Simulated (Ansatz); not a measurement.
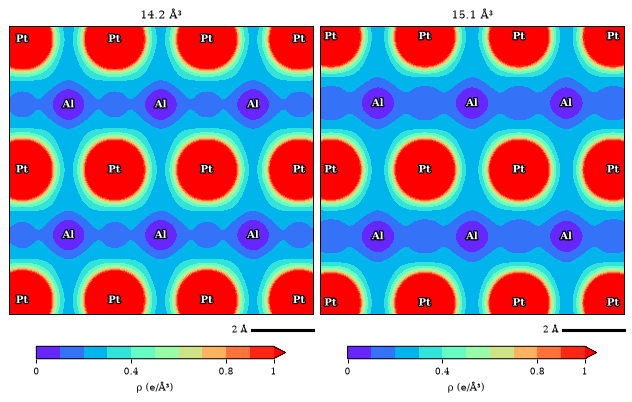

AlPt. The valence pseudo-density of cells scaled evenly to different volumes (given per atom above each panel), on the (101̄) plane of each (indices in the axes of the cell below), at one length scale and on one colour scale.

A structure from a database of computed crystals, not necessarily the ambient phase.

Level of theory: Kohn-Sham DFT of a periodic cell, PBEsol, Ansatz PAW (Ansatz 0.2.0).

The density is the valence pseudo-density of a PAW calculation; it isn't the true density close to the nuclei.

The largest cell:

```
CELL_PARAMETERS angstrom
3.11202 0.00000 0.00000
0.00000 3.11202 0.00000
0.00000 0.00000 3.11202
ATOMIC_POSITIONS crystal
Pt 0.50000 0.50000 0.50000
Al 0.00000 0.00000 0.00000
```

| volume (Å³/atom) | Al–Pt contact in the plane (Å) | ρ at its midpoint (e/Å³) | pressure (GPa) | 
| --- | --- | --- | --- |
| 14.18 | 2.641 | 0.366 | 2.1 | 
| 14.77 | 2.677 | ? | ? | 
| 15.07 | 2.695 | 0.334 | −9.0 | 

### What values belong in the row with question marks?

Over the known rows ln ρ falls by 1.69 per Å of Al–Pt distance (the line through the two), which gives 0.344 e/Å³ at 2.677 Å; the calculation gives 0.344 e/Å³. For the pressure, a straight line in volume between the neighbouring rows gives −5.3 GPa; the calculation gives −5.8, lower because pressure rises ever faster on compression.
